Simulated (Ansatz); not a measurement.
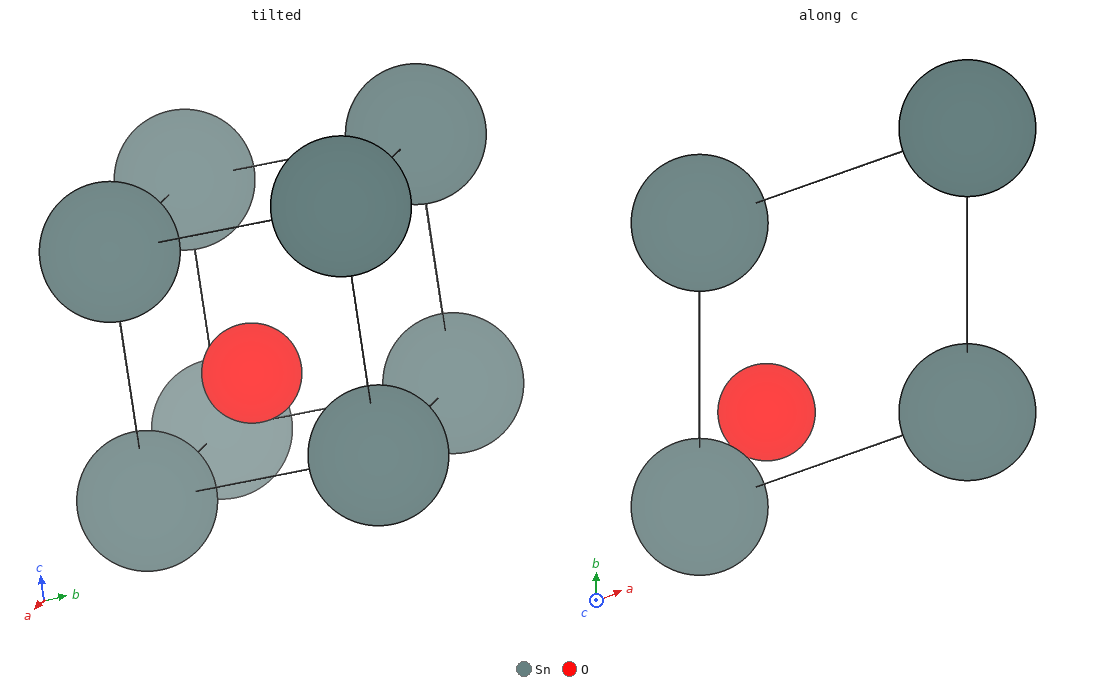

A spheres-only rendering, viewed slightly off an axis and along the c axis. Atoms at the boundary of the simulation cell (the box) are drawn once for each face, edge or corner they touch.

This input was run:
```yaml
crystal:
  lattice:
    - [0.0, 2.5728039943, 2.5728039943]
    - [2.5728039943, 0.0, 2.5728039943]
    - [2.5728039943, 2.5728039943, 0.0]
  atoms:
    - { symbol: Sn, position: [0.0, 0.0, 0.0] }
    - { symbol: O, position: [0.25, 0.25, 0.25] }
kpoints:
  mp_grid: { grid: [6, 6, 6] }
  band_path:
    path:
      - [0.0, 0.0, 0.0]
      - [-0.5, -0.5, 0.0]
      - [-0.375, -0.375, 0.25]
      - [-0.375, 0.0, 0.375]
      - [0.0, 0.0, 0.5]
      - [-0.5, -0.25, 0.25]
      - [-0.5, -0.4, 0.1]
      - [0.25, -0.5, -0.25]
      - [0.0, 0.5, 0.5]
    npoints: 1
hamiltonian:
  xc: hse06
scf:
  occupations: { method: fermi_dirac, width: 0.02 }
  n_extra_bands: 4
output:
  forces: true
  stress: true
  eigenvalues: true
```
Run as:
```sh
ansatz run input.yaml --threads 2 --pin off --max-ram 2211MiB --backend cpu --events-out ev --progress --plain --runs-dir out
```

Level of theory and settings: Ansatz 0.2.0, DFT, HSE06, plane waves, PAW, 420 eV cutoff, a 6×6×6 grid in reciprocal space, Fermi-Dirac smearing of 0.02 eV, no spin polarisation.

> How large a gap does the method give, if there is one?

A metal: bands cross the Fermi level.

> Under what pressure is the structure?

The computed pressure is 12.5 GPa (compressed: it would expand).

The initial geometry was a structure type filled with these elements by a generator (whether the compound takes this form wasn't checked). The cell was then strained or its atoms displaced on purpose. Ansatz was used for an electronic-structure calculation on it.

At this level of theory the cell isn't at rest (compressed, at 13 GPa), so its distances can differ from those at equilibrium, the more so the softer the solid.
